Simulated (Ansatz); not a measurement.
Consider this structure, Fe.

```cif
data_structure
_symmetry_space_group_name_H-M 'P 1'
_symmetry_Int_Tables_number 1
_cell_length_a 4.7544
_cell_length_b 4.7544
_cell_length_c 4.7544
_cell_angle_alpha 90.000
_cell_angle_beta 90.000
_cell_angle_gamma 90.000
_cell_volume 107.47
loop_
_atom_site_label
_atom_site_type_symbol
_atom_site_fract_x
_atom_site_fract_y
_atom_site_fract_z
_atom_site_occupancy
Fe1 Fe 0.75000 0.75000 0.75000 1
Fe2 Fe 0.00000 0.50000 0.00000 1
Fe3 Fe 0.75000 0.25000 0.25000 1
Fe4 Fe 0.00000 0.00000 0.50000 1
Fe5 Fe 0.25000 0.75000 0.25000 1
Fe6 Fe 0.50000 0.50000 0.50000 1
Fe7 Fe 0.25000 0.25000 0.75000 1
Fe8 Fe 0.50000 0.00000 0.00000 1
```

It is based on the input geometry of an electronic-structure calculation (not necessarily at equilibrium); the starting structure was generated, so it need not be a known form of this composition.

Where will the first 4 clear peaks of its X-ray PDF lie (peak width σ = 0.10 Å), and from which pairs do they come?

Answer. 1. 2.06 Å: Fe–Fe at 2.06 Å
2. 3.36 Å: Fe–Fe at 3.36 Å
3. 3.94 Å: Fe–Fe at 3.94 Å
4. 4.75 Å: Fe–Fe at 4.75 Å

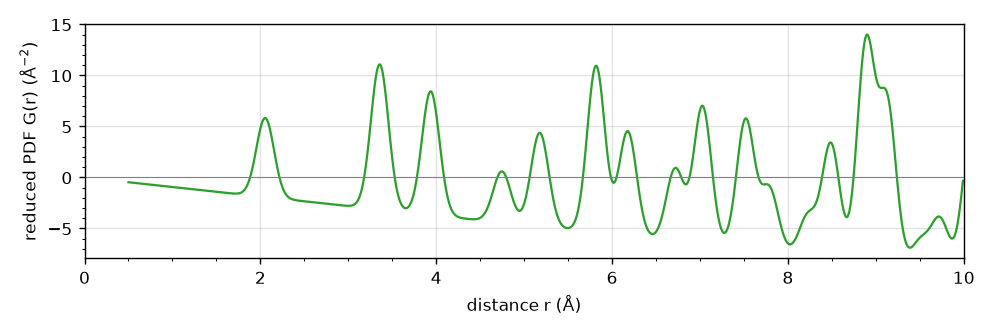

Computed X-ray G(r), with each pair weighted by the product of the atomic numbers (X-ray weights at Q = 0) and a uniform peak width σ = 0.10 Å, damped by exp(−(Q_damp r)²/2) with Q_damp = 0.020 Å⁻¹. There is no Q-range truncation.
